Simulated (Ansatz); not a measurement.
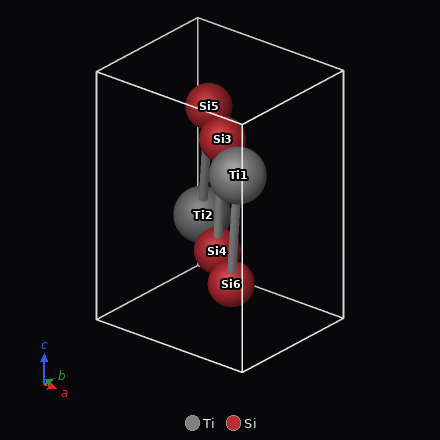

The system is TiSi₂ (Cmcm, No. 63; 6 atoms in the cell); the picture shows the reference structure. 
- The energy is mapped over volume and the cell's shape.
- First axis: volume per atom. Second axis: stretch along b over the lengths across it, relative to the relaxed cell.
- Nothing is relaxed (fractional coordinates fixed).
- Grid: 9 × 9 points.
- Points are written as (first, second).
- Energies are in meV/atom, from the lowest grid point.
- Theory: Ansatz, DFT PBE, scalar-relativistic, plane waves, PAW. Settings: cutoff 520 eV, k-mesh 12×12×12, gaussian smearing 0.15 eV, no spin polarisation.

Its coordinates:

```yaml
crystal:
  lattice:
    - [1.77365, -6.78073, 0.00000]
    - [1.77365, 6.78073, 0.00000]
    - [0.00000, 0.00000, 3.57900]
  atoms:
    - { symbol: Ti, position: [0.89681, 0.10319, 0.75000] }
    - { symbol: Ti, position: [0.10319, 0.89681, 0.25000] }
    - { symbol: Si, position: [0.55914, 0.44086, 0.75000] }
    - { symbol: Si, position: [0.44086, 0.55914, 0.25000] }
    - { symbol: Si, position: [0.24983, 0.75017, 0.75000] }
    - { symbol: Si, position: [0.75017, 0.24983, 0.25000] }
```

The input of one point:

```yaml
crystal:
  lattice:
    - [1.7736477648, -6.7807291847, 0.0]
    - [1.7736477648, 6.7807291847, 0.0]
    - [0.0, 0.0, 3.5790023891]
  atoms:
    - { symbol: Ti, position: [0.8968075259, 0.1031924741, 0.75] }
    - { symbol: Ti, position: [0.1031924741, 0.8968075259, 0.25] }
    - { symbol: Si, position: [0.5591373592, 0.4408626408, 0.75] }
    - { symbol: Si, position: [0.4408626408, 0.5591373592, 0.25] }
    - { symbol: Si, position: [0.2498287182, 0.7501712818, 0.75] }
    - { symbol: Si, position: [0.7501712818, 0.2498287182, 0.25] }
basis:
  ecutwfc: 520.0
kpoints:
  mp_grid: { grid: [12, 12, 12] }
hamiltonian:
  xc: pbe
  pseudopotentials: { kind: paw, azcp: { folder: soft_1 } }
scf:
  occupations: { method: gaussian, width: 0.15 }
output:
  forces: true
  stress: true
  eigenvalues: true
  write_density: true
  write_potential: true
  elf: true
  volumetric_format: npy
```

Range: volume per atom from 13.200 to 15.496 Å³; stretch along b over the lengths across it, relative to the relaxed cell from 0.923 to 1.083.

Question: What landscape does the calculation give?

Answer: The lowest grid point is at (14.348 Å³, 1.000). It is the only kind of minimum in the scanned range. The highest grid point, (13.200 Å³, 1.083), lies 105 meV/atom above the lowest. Round the minimum the two coordinates are weakly coupled (coupling −0.14 in units of the two stiffnesses).

| second ↓, first → | 13.200 | 13.487 | 13.774 | 14.061 | 14.348 | 14.635 | 14.922 | 15.209 | 15.496 |
| --- | --- | --- | --- | --- | --- | --- | --- | --- | --- |
| 1.083 | 105 | 79 | 59 | 47 | 39 | 38 | 40 | 47 | 58 |
| 1.062 | 82 | 57 | 39 | 28 | 22 | 22 | 26 | 34 | 46 |
| 1.041 | 64 | 41 | 24 | 14 | 10 | 11 | 16 | 25 | 38 |
| 1.020 | 52 | 30 | 15 | 6 | 2 | 4 | 10 | 20 | 34 |
| 1.000 | 46 | 25 | 11 | 3 | 0 | 2 | 9 | 20 | 34 |
| 0.980 | 46 | 25 | 12 | 4 | 3 | 5 | 13 | 24 | 39 |
| 0.961 | 51 | 31 | 19 | 12 | 10 | 13 | 21 | 33 | 48 |
| 0.942 | 63 | 43 | 31 | 24 | 23 | 26 | 34 | 46 | 61 |
| 0.923 | 80 | 61 | 48 | 42 | 40 | 44 | 52 | 63 | 78 |

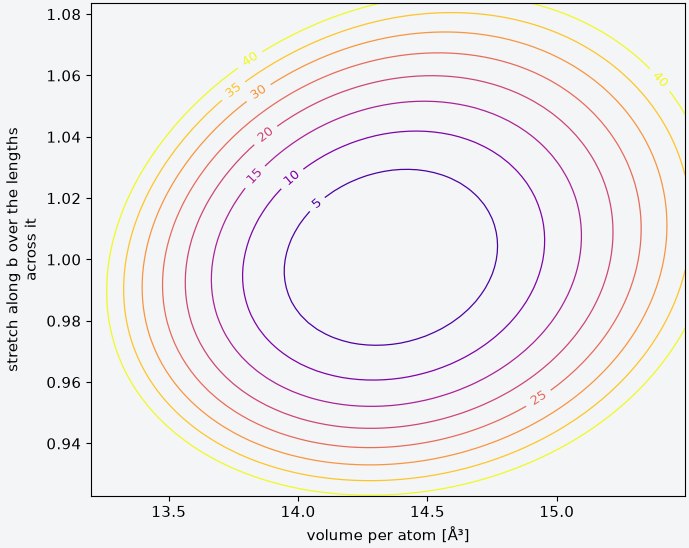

Drawn: contour lines labelled in meV/atom (none above 40). Between grid points the surface is interpolated.

The whole map (81 points run) took 15 min on 4 threads of AMD EPYC 7R43 64-Core Processor (Zen 3), on a shared host.
